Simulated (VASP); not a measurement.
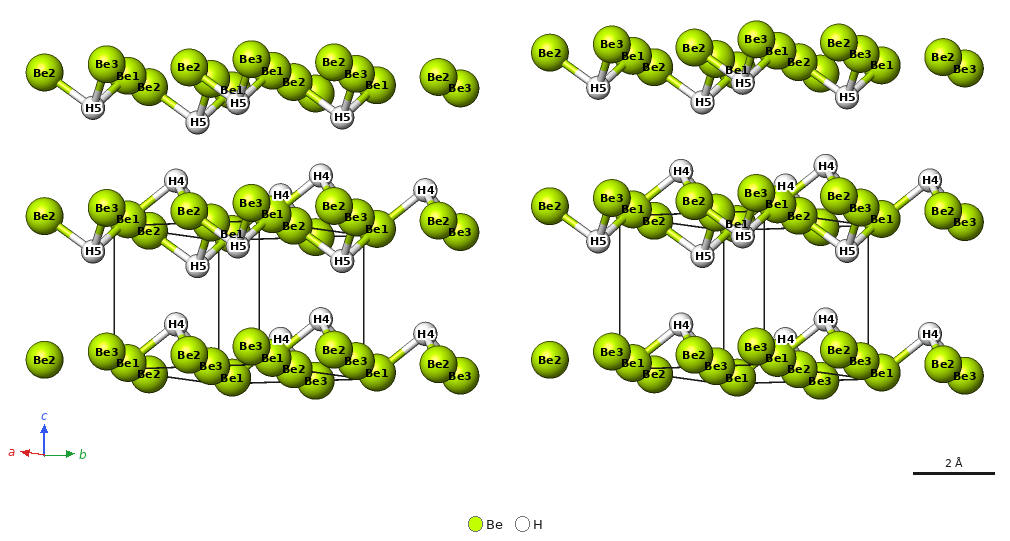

Two geometries of a crystal of Be$_{3}$H$_{2}$ (a generated structure, set up in P321), drawn at one scale. One is the start of a relaxation, the other its converged end. A ball-and-stick model of the cell of the calculation, repeated 2 × 2 × 2 with one cell outlined, seen from a free direction.

The calculation used Kohn-Sham DFT of a periodic cell, PBE, VASP PAW PBE potentials, recommended (VASP 6.6.1). Set-up: plane-wave cutoff 600 eV; k-point mesh 8 × 8 × 7; occupations gaussian; smearing width 0.05 eV; no spin polarisation.

Q: Which of the two is the end point?

A: The right one is the relaxed one. The run lets cell and atoms move. The largest moves relative to the cell, 0.070 Å, are those of H4 and H5. H4 goes along −c. Largest moves by element: H 0.070 Å, Be 0.001 Å. The volume changes by +6.5 %, with a = b 3.710 → 3.703 Å (−0.2 %), c 3.600 → 3.850 Å (+6.9 %). Some distances before and after: Be1–H4 1.548 → 1.543 Å. The space group stays P321 (No. 150). The energy falls by 13.2 meV per cell of the calculation in 17 geometry steps. The largest force component goes from 0.057 to 0.0079 eV/Å. Pressure: 0.15 GPa at the start and −0.13 GPa at the end. It ran on 1 thread of Intel(R) Xeon(R) 6975P-C (Granite Rapids), with other jobs on the host.
